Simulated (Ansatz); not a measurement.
Run report: AlNi3, single-point calculation (part 2 of 3)

Continued. System: AlNi3 (Fm-3m, 4 atoms in the cell). Method: DFT r2SCAN, scalar-relativistic, plane waves, PAW, spin-polarised (Ansatz 0.2.0); cutoff 500 eV, 14×14×14 k-mesh, Gaussian smearing of 0.1 eV, collinear spins. The structure derives from a Materials Project entry.

Geometry of the input (Å; fractional positions):
```
0.0000  2.8019  2.8019
2.8019  0.0000  2.8019
2.8019  2.8019  0.0000
Al 0.5000  0.5000  0.5000
Ni 0.2500  0.2500  0.2500
Ni 0.0000  0.0000  0.0000
Ni 0.7500  0.7500  0.7500
```

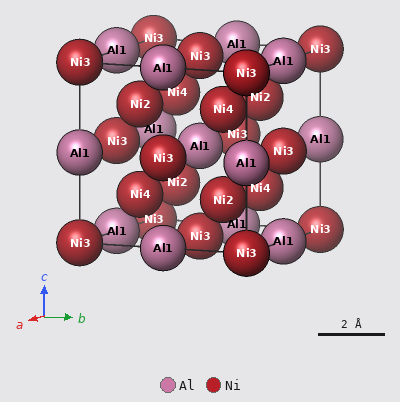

Figure 1. The structure (spheres-only view of the cell 4 times as large as that of the calculation, set on its symmetry axes, seen slightly off an axis; atoms are numbered from 1 in the order of the input). An atom can appear more than once, as a periodic image.

Output, continued
```
SCF iter   1: F=-18076.274633 eV  HF=-18075.934562 eV  |F-HF|=3.40e-1  |Δ(HF+E_count)|=         —  Δρ=1.58e-1 (↑9.53e-2 ↓1.58e-1)  dr2=1.87e0  dr2_τ=9.22e-2  dr2_m=6.35e0  M=2.191 μB ∫|m|=2.550 μB  β_m=0.30  ethr=3.10e-3  ⟨swp⟩=5.6  Hψ=24948  notcnv=0
preconditioner: auto → Kerker (q_TF=auto, 2.849 Å⁻¹)  [metal: Δε(μ)=0.001 eV  Ē_g=8.547 eV  σ=0.100 eV  W_gap=0.00  n_scr=14 (ndim 8)  ℏωp=32.2 eV  f_vac=0.000  D(μ)=7.36/eV (n_scr^D=136)]
spin=Collinear: Kerker preconditioning applied to the charge; magnetization (m = ρ↑ − ρ↓) channel mixes plain (no charge-response kernel on spin).
SCF iter   2: F=-18076.941751 eV  HF=-18076.662384 eV  |F-HF|=2.79e-1  |Δ(HF+E_count)|=   7.28e-1  Δρ=1.12e-1 (↑8.51e-2 ↓1.12e-1)  dr2=8.50e-1  dr2_τ=1.63e-2  dr2_m=3.78e0  M=1.997 μB ∫|m|=2.374 μB  β_m=0.30  ethr=3.10e-3  ⟨swp⟩=3.4  Hψ=13068  notcnv=0  defer=263  κ⁻¹=1.0e0(r=1)
SCF iter   3: F=-18076.952867 eV  HF=-18077.109020 eV  |F-HF|=1.56e-1  |Δ(HF+E_count)|=   4.47e-1  Δρ=9.42e-2 (↑6.93e-2 ↓9.42e-2)  dr2=8.56e-1  dr2_τ=1.17e-2  dr2_m=2.55e0  M=1.767 μB ∫|m|=2.169 μB  β_m=0.30  ethr=1.49e-3  ⟨swp⟩=2.9  Hψ=9697  notcnv=0  defer=263  κ⁻¹=1.6e-1(r=2)
SCF iter   4: F=-18077.449596 eV  HF=-18077.279241 eV  |F-HF|=1.70e-1  |Δ(HF+E_count)|=   1.70e-1  Δρ=6.15e-2 (↑6.03e-2 ↓6.15e-2)  dr2=1.42e-1  dr2_τ=6.40e-3  dr2_m=1.48e0  M=1.663 μB ∫|m|=2.064 μB  β_m=0.30  ethr=1.49e-3  ⟨swp⟩=2.1  Hψ=10753  notcnv=0  defer=264  κ⁻¹=3.1e-3(r=3)
SCF iter   5: F=-18077.464202 eV  HF=-18077.336351 eV  |F-HF|=1.28e-1  |Δ(HF+E_count)|=   5.71e-2  Δρ=5.11e-2 (↑5.11e-2 ↓4.47e-2)  dr2=7.44e-2  dr2_τ=4.42e-3  dr2_m=9.03e-1  M=1.564 μB ∫|m|=1.967 μB  β_m=0.30  ethr=2.50e-4  ⟨swp⟩=2.7  Hψ=13129  notcnv=0  defer=264  κ⁻¹=1.1e-4(r=4)
SCF iter   6: F=-18077.535475 eV  HF=-18077.445574 eV  |F-HF|=8.99e-2  |Δ(HF+E_count)|=   1.09e-1  Δρ=4.36e-2 (↑4.36e-2 ↓3.50e-2)  dr2=2.79e-2  dr2_τ=2.69e-3  dr2_m=6.19e-1  M=1.450 μB ∫|m|=1.849 μB  β_m=0.30  ethr=1.31e-4  ⟨swp⟩=2.2  Hψ=12593  notcnv=0  defer=267  κ⁻¹=5.3e-5(r=5)
SCF iter   7: F=-18077.572425 eV  HF=-18077.503569 eV  |F-HF|=6.89e-2  |Δ(HF+E_count)|=   5.80e-2  Δρ=3.60e-2 (↑3.60e-2 ↓3.26e-2)  dr2=7.04e-3  dr2_τ=2.06e-3  dr2_m=4.73e-1  M=1.308 μB ∫|m|=1.714 μB  β_m=0.30  ethr=4.89e-5  ⟨swp⟩=1.8  Hψ=10914  notcnv=0  defer=263  κ⁻¹=2.2e-5(r=6)
SCF iter   8: F=-18077.583523 eV  HF=-18077.544202 eV  |F-HF|=3.93e-2  |Δ(HF+E_count)|=   4.06e-2  Δρ=3.18e-2 (↑3.18e-2 ↓2.61e-2)  dr2=1.18e-2  dr2_τ=1.38e-3  dr2_m=3.37e-1  M=1.216 μB ∫|m|=1.612 μB  β_m=0.30  ethr=1.24e-5  ⟨swp⟩=1.7  Hψ=11614  notcnv=0  defer=261  κ⁻¹=4.1e-6(r=7)
SCF iter   9: F=-18077.612412 eV  HF=-18077.571857 eV  |F-HF|=4.06e-2  |Δ(HF+E_count)|=   2.77e-2  Δρ=2.73e-2 (↑2.54e-2 ↓2.73e-2)  dr2=1.11e-3  dr2_τ=1.17e-3  dr2_m=2.80e-1  M=1.093 μB ∫|m|=1.485 μB  β_m=0.85  ethr=1.24e-5  ⟨swp⟩=1.8  Hψ=10310  notcnv=0  defer=261
Mixer restart at iter 9: flushing history
spin-set hold released at iteration 9 (site moments contracting): the magnetisation degrees of freedom join the quasi-Newton model from the next iteration; the mixer history was flushed
SCF iter  10: F=-18077.623082 eV  HF=-18077.524396 eV  |F-HF|=9.87e-2  |Δ(HF+E_count)|=   4.75e-2  Δρ=1.06e-2 (↑7.94e-3 ↓1.06e-2)  dr2=3.04e-3  dr2_τ=2.46e-4  dr2_m=3.46e-2  M=0.989 μB ∫|m|=1.386 μB  β_m=1.20  ethr=1.95e-6  ⟨swp⟩=3.0  Hψ=14800  notcnv=0  defer=261  κ⁻¹=1.0e0(r=1)
SCF iter  11: F=-18077.638554 eV  HF=-18077.529603 eV  |F-HF|=1.09e-1  |Δ(HF+E_count)|=   5.21e-3  Δρ=5.02e-3 (↑2.89e-3 ↓5.02e-3)  dr2=2.10e-3  dr2_τ=2.09e-5  dr2_m=6.17e-3  M=0.873 μB ∫|m|=1.240 μB  β_m=1.20  ethr=1.95e-6  ⟨swp⟩=2.0  Hψ=13984  notcnv=0  defer=261  κ⁻¹=1.5e-2(r=2)
SCF iter  12: F=-18077.648970 eV  HF=-18077.570789 eV  |F-HF|=7.82e-2  |Δ(HF+E_count)|=   4.12e-2  Δρ=4.45e-3 (↑2.89e-3 ↓4.45e-3)  dr2=3.38e-3  dr2_τ=1.38e-5  dr2_m=4.87e-3  M=0.788 μB ∫|m|=1.116 μB  β_m=1.20  ethr=1.95e-6  ⟨swp⟩=2.0  Hψ=14407  notcnv=0  defer=262  κ⁻¹=3.9e-3(r=3)
SCF iter  13: F=-18077.664968 eV  HF=-18077.621151 eV  |F-HF|=4.38e-2  |Δ(HF+E_count)|=   5.04e-2  Δρ=2.88e-3 (↑2.42e-3 ↓2.88e-3)  dr2=1.20e-3  dr2_τ=5.34e-6  dr2_m=2.58e-3  M=0.660 μB ∫|m|=0.921 μB  β_m=1.20  ethr=1.95e-6  ⟨swp⟩=2.2  Hψ=14406  notcnv=0  defer=259  κ⁻¹=1.3e-3(r=4)
SCF iter  14: F=-18077.676463 eV  HF=-18077.660650 eV  |F-HF|=1.58e-2  |Δ(HF+E_count)|=   3.95e-2  Δρ=2.67e-3 (↑2.67e-3 ↓2.56e-3)  dr2=1.97e-3  dr2_τ=8.68e-6  dr2_m=2.22e-3  M=0.499 μB ∫|m|=0.684 μB  β_m=1.20  ethr=1.95e-6  ⟨swp⟩=2.4  Hψ=14651  notcnv=0  defer=255  κ⁻¹=2.7e-4(r=5)
SCF iter  15: F=-18077.681940 eV  HF=-18077.671056 eV  |F-HF|=1.09e-2  |Δ(HF+E_count)|=   1.04e-2  Δρ=1.85e-3 (↑1.85e-3 ↓1.69e-3)  dr2=9.22e-4  dr2_τ=4.15e-6  dr2_m=1.00e-3  M=0.409 μB ∫|m|=0.560 μB  β_m=1.20  ethr=1.95e-6  ⟨swp⟩=2.6  Hψ=14189  notcnv=0  defer=258  κ⁻¹=1.5e-4(r=6)
SCF iter  16: F=-18077.688472 eV  HF=-18077.684659 eV  |F-HF|=3.81e-3  |Δ(HF+E_count)|=   1.36e-2  Δρ=7.21e-4 (↑7.21e-4 ↓4.09e-4)  dr2=8.01e-5  dr2_τ=1.21e-6  dr2_m=9.16e-5  M=0.244 μB ∫|m|=0.347 μB  β_m=1.20  ethr=1.62e-6  ⟨swp⟩=2.3  Hψ=14818  notcnv=0  defer=264  κ⁻¹=2.7e-5(r=7)
SCF iter  17: F=-18077.688137 eV  HF=-18077.683736 eV  |F-HF|=4.40e-3  |Δ(HF+E_count)|=   9.23e-4  Δρ=8.85e-4 (↑3.26e-4 ↓8.85e-4)  dr2=1.24e-4  dr2_τ=3.89e-7  dr2_m=1.36e-4  M=0.254 μB ∫|m|=0.361 μB  β_m=1.20  ethr=1.41e-7  ⟨swp⟩=2.0  Hψ=13473  notcnv=0  defer=269  κ⁻¹=2.0e-5(r=8)
SCF iter  18: F=-18077.690602 eV  HF=-18077.690371 eV  |F-HF|=2.31e-4  |Δ(HF+E_count)|=   6.63e-3  Δρ=9.61e-4 (↑9.61e-4 ↓5.64e-4)  dr2=8.40e-5  dr2_τ=1.20e-6  dr2_m=2.25e-4  M=0.136 μB ∫|m|=0.232 μB  β_m=1.20  ethr=1.41e-7  ⟨swp⟩=3.1  Hψ=16072  notcnv=0  defer=269  κ⁻¹=1.0e-4(r=8)
SCF iter  19: F=-18077.690917 eV  HF=-18077.690922 eV  |F-HF|=5.04e-6  |Δ(HF+E_count)|=   5.51e-4  Δρ=9.10e-4 (↑9.10e-4 ↓1.73e-4)  dr2=2.38e-4  dr2_τ=1.14e-6  dr2_m=1.05e-4  M=0.068 μB ∫|m|=0.220 μB  β_m=1.20  ethr=1.41e-7  ⟨swp⟩=3.0  Hψ=14588  notcnv=0  defer=269  κ⁻¹=1.9e-4(r=8)
SCF iter  20: F=-18077.691026 eV  HF=-18077.690699 eV  |F-HF|=3.27e-4  |Δ(HF+E_count)|=   2.23e-4  Δρ=8.16e-4 (↑8.16e-4 ↓2.75e-4)  dr2=1.32e-4  dr2_τ=1.10e-6  dr2_m=1.07e-4  M=0.054 μB ∫|m|=0.217 μB  β_m=1.20  ethr=1.41e-7  ⟨swp⟩=2.0  Hψ=13006  notcnv=0  defer=269  κ⁻¹=1.1e-4(r=8)
SCF iter  21: F=-18077.691063 eV  HF=-18077.690980 eV  |F-HF|=8.26e-5  |Δ(HF+E_count)|=   2.82e-4  Δρ=4.90e-4 (↑4.68e-4 ↓4.90e-4)  dr2=5.18e-5  dr2_τ=5.01e-7  dr2_m=7.81e-5  M=0.085 μB ∫|m|=0.210 μB  β_m=1.20  ethr=1.41e-7  ⟨swp⟩=2.1  Hψ=13009  notcnv=0  defer=269  κ⁻¹=4.1e-5(r=8)
SCF iter  22: F=-18077.690892 eV  HF=-18077.690579 eV  |F-HF|=3.13e-4  |Δ(HF+E_count)|=   4.01e-4  Δρ=4.80e-4 (↑2.28e-4 ↓4.80e-4)  dr2=1.62e-4  dr2_τ=3.00e-7  dr2_m=9.77e-6  M=0.103 μB ∫|m|=0.205 μB  β_m=1.20  ethr=9.09e-8  ⟨swp⟩=2.0  Hψ=13163  notcnv=0  defer=269  κ⁻¹=1.5e-5(r=8)
SCF iter  23: F=-18077.690566 eV  HF=-18077.690224 eV  |F-HF|=3.42e-4  |Δ(HF+E_count)|=   3.55e-4  Δρ=7.44e-4 (↑5.50e-4 ↓7.44e-4)  dr2=2.08e-4  dr2_τ=7.49e-7  dr2_m=1.15e-4  M=0.129 μB ∫|m|=0.225 μB  β_m=1.20  ethr=9.09e-8  ⟨swp⟩=2.2  Hψ=11564  notcnv=0  defer=269  κ⁻¹=7.7e-6(r=8)
SCF iter  24: F=-18077.691131 eV  HF=-18077.691098 eV  |F-HF|=3.31e-5  |Δ(HF+E_count)|=   8.75e-4  Δρ=5.92e-4 (↑4.52e-4 ↓5.92e-4)  dr2=7.40e-5  dr2_τ=5.28e-7  dr2_m=9.17e-5  M=0.083 μB ∫|m|=0.188 μB  β_m=1.20  ethr=9.09e-8  ⟨swp⟩=2.9  Hψ=14509  notcnv=0  defer=268  κ⁻¹=4.1e-5(r=8)
SCF iter  25: F=-18077.690234 eV  HF=-18077.691092 eV  |F-HF|=8.58e-4  |Δ(HF+E_count)|=   6.20e-6  Δρ=1.33e-3 (↑1.33e-3 ↓9.27e-4)  dr2=1.24e-3  dr2_τ=2.91e-6  dr2_m=1.76e-4  M=0.002 μB ∫|m|=0.159 μB  β_m=1.20  ethr=9.09e-8  ⟨swp⟩=3.0  Hψ=15657  notcnv=0  defer=267  κ⁻¹=1.4e-5(r=8)
SCF iter  26: F=-18077.690959 eV  HF=-18077.691169 eV  |F-HF|=2.09e-4  |Δ(HF+E_count)|=   7.65e-5  Δρ=5.53e-4 (↑5.36e-4 ↓5.53e-4)  dr2=4.02e-4  dr2_τ=7.23e-7  dr2_m=7.34e-6  M=0.063 μB ∫|m|=0.175 μB  β_m=1.20  ethr=9.09e-8  ⟨swp⟩=2.8  Hψ=15007  notcnv=0  defer=269  κ⁻¹=6.8e-6(r=8)
SCF iter  27: F=-18077.691453 eV  HF=-18077.691346 eV  |F-HF|=1.07e-4  |Δ(HF+E_count)|=   1.77e-4  Δρ=1.69e-4 (↑1.69e-4 ↓1.53e-4)  dr2=1.98e-7  dr2_τ=4.88e-8  dr2_m=1.03e-5  M=0.022 μB ∫|m|=0.135 μB  β_m=1.20  ethr=9.09e-8  ⟨swp⟩=2.9  Hψ=14467  notcnv=0  defer=267  κ⁻¹=5.4e-6(r=8)
SCF iter  28: F=-18077.691545 eV  HF=-18077.691474 eV  |F-HF|=7.11e-5  |Δ(HF+E_count)|=   1.28e-4  Δρ=1.64e-4 (↑1.64e-4 ↓5.70e-5)  dr2=4.79e-6  dr2_τ=1.98e-8  dr2_m=4.39e-6  M=0.013 μB ∫|m|=0.099 μB  β_m=1.20  ethr=3.48e-10  ⟨swp⟩=4.1  Hψ=21465  notcnv=0  defer=267  κ⁻¹=5.5e-6(r=8)
SCF iter  29: F=-18077.691546 eV  HF=-18077.691475 eV  |F-HF|=7.13e-5  |Δ(HF+E_count)|=   4.92e-7  Δρ=1.47e-4 (↑1.47e-4 ↓6.72e-5)  dr2=2.75e-6  dr2_τ=1.73e-8  dr2_m=4.13e-6  M=0.014 μB ∫|m|=0.099 μB  β_m=1.20  ethr=3.48e-10  ⟨swp⟩=2.0  Hψ=9943  notcnv=0  defer=268  κ⁻¹=1.1e-8(r=8)
SCF iter  30: F=-18077.691581 eV  HF=-18077.691558 eV  |F-HF|=2.25e-5  |Δ(HF+E_count)|=   8.35e-5  Δρ=1.82e-4 (↑3.80e-5 ↓1.82e-4)  dr2=1.03e-5  dr2_τ=3.16e-8  dr2_m=3.72e-6  M=0.014 μB ∫|m|=0.082 μB  β_m=1.20  ethr=3.48e-10  ⟨swp⟩=3.4  Hψ=18779  notcnv=0  defer=268  κ⁻¹=1.4e-8(r=8)
SCF iter  31: F=-18077.691643 eV  HF=-18077.691623 eV  |F-HF|=1.96e-5  |Δ(HF+E_count)|=   6.50e-5  Δρ=7.91e-5 (↑7.91e-5 ↓6.53e-5)  dr2=4.65e-7  dr2_τ=1.95e-8  dr2_m=1.82e-6  M=0.002 μB ∫|m|=0.038 μB  β_m=1.20  ethr=3.48e-10  ⟨swp⟩=4.1  Hψ=21227  notcnv=0  defer=268  κ⁻¹=1.3e-8(r=8)
SCF iter  32: F=-18077.691658 eV  HF=-18077.691657 eV  |F-HF|=1.61e-6  |Δ(HF+E_count)|=   3.38e-5  Δρ=6.28e-5 (↑6.28e-5 ↓2.00e-5)  dr2=2.29e-6  dr2_τ=8.08e-9  dr2_m=2.46e-7  M=-0.004 μB ∫|m|=0.006 μB  β_m=1.20  ethr=3.48e-10  ⟨swp⟩=4.1  Hψ=21421  notcnv=0  defer=268  κ⁻¹=4.1e-8(r=8)
SCF iter  33: F=-18077.691621 eV  HF=-18077.691645 eV  |F-HF|=2.45e-5  |Δ(HF+E_count)|=   1.15e-5  Δρ=1.59e-4 (↑1.59e-4 ↓1.51e-4)  dr2=3.36e-5  dr2_τ=6.28e-8  dr2_m=6.84e-7  M=0.014 μB ∫|m|=0.025 μB  β_m=1.20  ethr=3.48e-10  ⟨swp⟩=4.0  Hψ=21298  notcnv=0  defer=268  κ⁻¹=1.5e-7(r=8)
SCF iter  34: F=-18077.691658 eV  HF=-18077.691658 eV  |F-HF|=8.52e-8  |Δ(HF+E_count)|=   1.28e-5  Δρ=3.35e-5 (↑2.69e-5 ↓3.35e-5)  dr2=7.64e-7  dr2_τ=2.71e-9  dr2_m=1.86e-7  M=0.006 μB ∫|m|=0.010 μB  β_m=1.20  ethr=3.48e-10  ⟨swp⟩=4.1  Hψ=19815  notcnv=0  defer=268  κ⁻¹=5.3e-7(r=8)
SCF iter  35: F=-18077.691659 eV  HF=-18077.691659 eV  |F-HF|=4.00e-7  |Δ(HF+E_count)|=   6.28e-7  Δρ=2.28e-5 (↑1.64e-5 ↓2.28e-5)  dr2=1.64e-7  dr2_τ=1.05e-9  dr2_m=1.15e-7  M=0.005 μB ∫|m|=0.010 μB  β_m=1.20  ethr=3.48e-10  ⟨swp⟩=2.0  Hψ=11168  notcnv=0  defer=269  κ⁻¹=5.1e-7(r=8)
SCF iter  36: F=-18077.691659 eV  HF=-18077.691661 eV  |F-HF|=2.17e-6  |Δ(HF+E_count)|=   2.03e-6  Δρ=4.80e-5 (↑4.80e-5 ↓3.76e-5)  dr2=2.66e-6  dr2_τ=3.74e-9  dr2_m=1.69e-8  M=0.001 μB ∫|m|=0.005 μB  β_m=1.20  ethr=2.87e-10  ⟨swp⟩=3.1  Hψ=15613  notcnv=0  defer=269  κ⁻¹=3.7e-7(r=8)
SCF iter  37: F=-18077.691660 eV  HF=-18077.691659 eV  |F-HF|=2.38e-7  |Δ(HF+E_count)|=   1.45e-6  Δρ=1.68e-5 (↑1.68e-5 ↓4.28e-6)  dr2=1.50e-7  dr2_τ=2.85e-10  dr2_m=2.36e-8  M=0.004 μB ∫|m|=0.011 μB  β_m=1.20  ethr=2.87e-10  ⟨swp⟩=3.0  Hψ=15383  notcnv=0  defer=269  κ⁻¹=6.2e-7(r=8)
SCF iter  38: F=-18077.691660 eV  HF=-18077.691659 eV  |F-HF|=3.64e-7  |Δ(HF+E_count)|=   1.00e-7  Δρ=1.17e-5 (↑1.17e-5 ↓4.88e-6)  dr2=2.97e-8  dr2_τ=1.67e-10  dr2_m=2.43e-8  M=0.004 μB ∫|m|=0.010 μB  β_m=1.20  ethr=1.75e-10  ⟨swp⟩=3.0  Hψ=19096  notcnv=0  κ⁻¹=1.1e-6(r=8)
SCF iter  39: F=-18077.691660 eV  HF=-18077.691659 eV  |F-HF|=2.77e-7  |Δ(HF+E_count)|=   9.25e-8  Δρ=1.55e-5 (↑1.55e-5 ↓2.72e-6)  dr2=1.03e-7  dr2_τ=3.17e-10  dr2_m=2.40e-8  M=0.004 μB ∫|m|=0.011 μB  β_m=1.20  ethr=5.21e-11  ⟨swp⟩=3.3  Hψ=19753  notcnv=0  κ⁻¹=4.5e-7(r=8)
SCF iter  40: F=-18077.691660 eV  HF=-18077.691660 eV  |F-HF|=3.24e-7  |Δ(HF+E_count)|=   6.37e-7  Δρ=7.53e-6 (↑6.41e-6 ↓7.53e-6)  dr2=4.55e-9  dr2_τ=7.70e-11  dr2_m=1.60e-8  M=0.003 μB ∫|m|=0.007 μB  β_m=1.20  ethr=5.21e-11  ⟨swp⟩=2.0  Hψ=28098  notcnv=0  κ⁻¹=2.2e-7(r=8)
SCF iter  41: F=-18077.691660 eV  HF=-18077.691660 eV  |F-HF|=3.29e-7  |Δ(HF+E_count)|=   6.30e-8  Δρ=7.57e-6 (↑6.05e-6 ↓7.57e-6)  dr2=3.04e-9  dr2_τ=6.75e-11  dr2_m=1.65e-8  M=0.003 μB ∫|m|=0.007 μB  β_m=1.20  ethr=7.98e-12  ⟨swp⟩=3.8  Hψ=20921  notcnv=0  κ⁻¹=1.2e-7(r=8)
```
